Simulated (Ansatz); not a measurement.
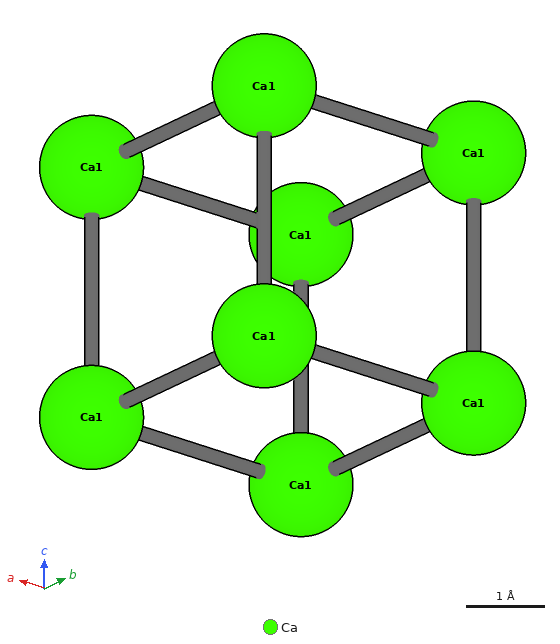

Reference structure: a symmetric starting cell of Ca. A ball-and-stick model of the cell of the calculation, seen from a free direction.

All numbers below come from Ansatz, DFT PBE, scalar-relativistic, plane waves, PAW. Set-up: plane-wave cutoff 420 eV; k-point mesh 12 × 12 × 12; occupations gaussian; smearing width 0.1 eV; no spin polarisation.

Now this is done to it. The cell is strained by −9.5 % along [1 −1 −1] and +2.5 % across it (volume −4.9 %), the atoms keeping their fractional coordinates. No relaxation follows. The starting cell wasn't computed here and needn't be at equilibrium, so pressure and forces aren't due to the change alone.

What does the calculation give for the changed structure?

The pressure is 0.9 GPa (not all of it need come from the change, since the unchanged cell can be under pressure at this level too). The principal stresses (compression positive) are −0.6 GPa along [1 −1 −1] and 1.6 GPa across it. All forces vanish by symmetry. Among the bonded contacts that change: Ca–Ca 3.489 → 3.442 Å. The space group (tolerance 0.01 Å) goes from Pm-3m (No. 221) to R-3m (No. 166).

The changed structure in the same view:

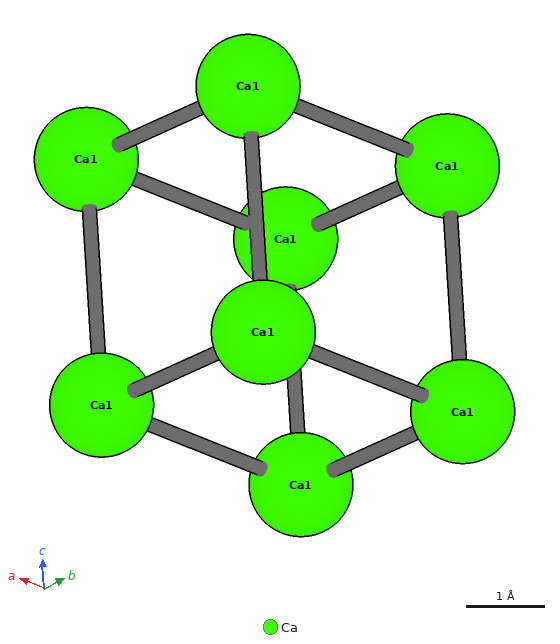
